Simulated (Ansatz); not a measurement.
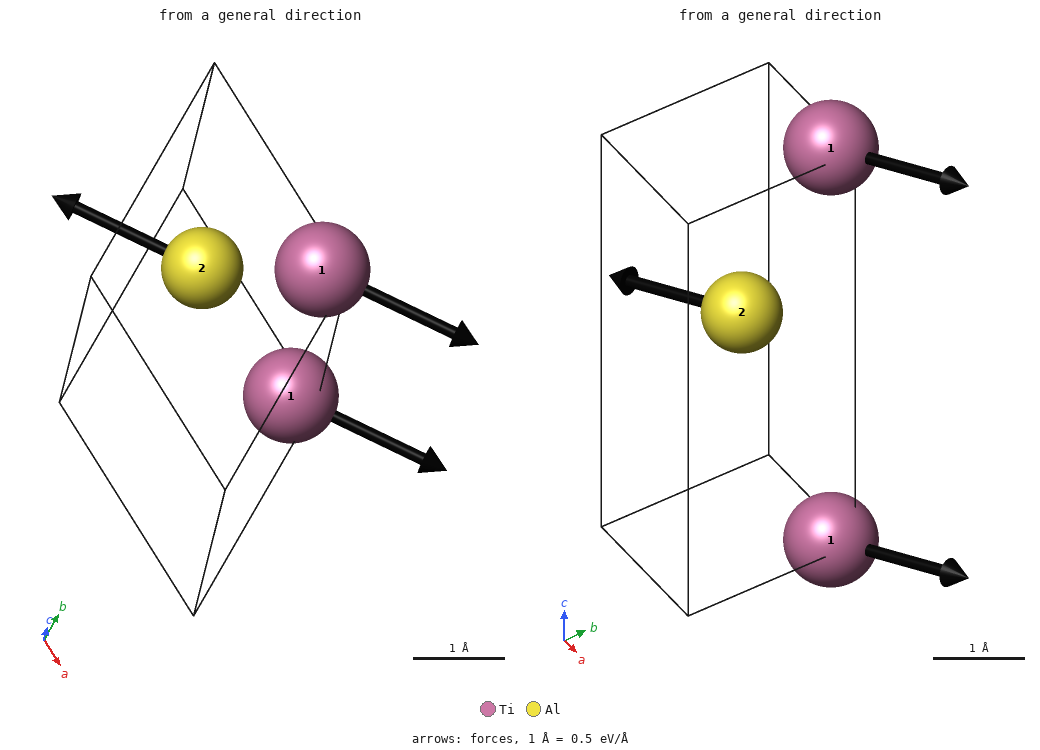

We look at a spheres-only model of the crystal from two general directions. The frame is the simulation cell; atoms at its boundary are shown with their periodic copies. The arrows are the computed forces on the atoms.

System: TiAl. Level of theory and settings: Ansatz, DFT PBEsol, scalar-relativistic, plane waves, PAW, an energy cutoff of 420 eV, an 18×18×10 mesh of k-points, Gaussian smearing of 0.15 eV, no spin polarisation.

> Judging by the arrows, is the geometry relaxed?

No. The atoms still feel forces of up to about 0.71 eV/Å, far above a usual threshold of 0.01 to 0.03 eV/Å.

> Which atom feels the largest force?

Ti1 and Al2, about 0.71 eV/Å.

Provenance: a structure listed in the Materials Project. The cell was then strained or its atoms displaced on purpose. It was the input of a calculation with Ansatz.
